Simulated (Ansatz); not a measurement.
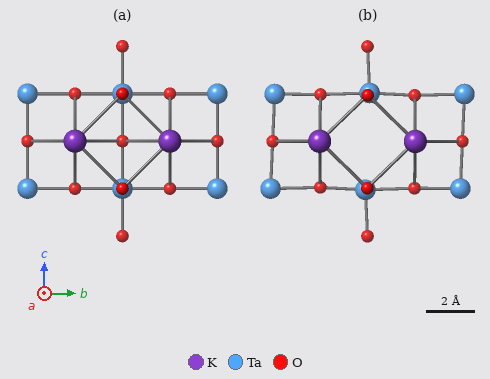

Left: perfect KTaO₃. Right: the same region with one point defect, after relaxing the atoms in a supercell of 40 sites. The picture is a ball-and-stick view of the atoms within 4.6 Å of one point, in a slice 5.0 Å thick across the line of sight, seen along the a axis.

These are results of DFT, PBEsol, PAW, plane waves (Ansatz 0.2.0), not measurements. Set-up: plane-wave cutoff 420 eV; k-point mesh 1 × 1 × 1; mesh shifted by (0.25, 0.25, 0.25); no spin polarisation. Fermi-Dirac smearing of 0.01 eV. The axes drawn are those of the host's conventional cell.

What kind of defect was made?

Answer. An oxygen atom is taken out (a vacancy).

The charge state of the cell is 0.

What does the relaxation do around it?

Answer. Around the empty O site the host had 2 Ta at 1.99 Å; after relaxation the nearest atoms are 2 Ta at 2.03 to 2.05 Å. Of the host's atoms, a tantalum atom moves furthest from its site, by 0.13 Å.

Limits of the set-up: the periodic images lie only 8.0 Å apart, so the values are limited by the cell's size.
